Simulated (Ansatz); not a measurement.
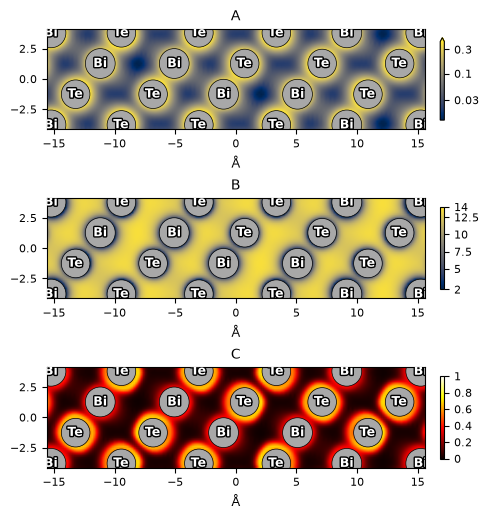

Bi2Te3: 3 fields on the (110) plane of the conventional cell, with unlabelled colour scales. Grey discs cover the atomic cores.

Space group R-3m.

These are results of Kohn-Sham DFT of a periodic cell, PBE, Ansatz PAW (Ansatz 0.2.0), not measurements.

Question: The panels show electron localisation function, electrostatic potential energy of an electron and valence pseudo-density in some order. Assign them.

Answer: Panel A: valence pseudo-density. Panel B: electrostatic potential energy of an electron (low next to the atoms, rising into the space between them). Panel C: electron localisation function. From the grid: Bi–Te (3.07 Å): ρ is about 0.29 e/Å³ halfway; the ELF peaks at about 0.65 in the valence shell of Te, 1.3 Å from its nucleus, and drops to about 0.35 between the two atoms. Bi–Te (3.25 Å): ρ is about 0.21 e/Å³ halfway; the ELF peaks at about 0.65 in the valence shell of Te, 1.3 Å from its nucleus, and drops to about 0.30 between the two atoms.
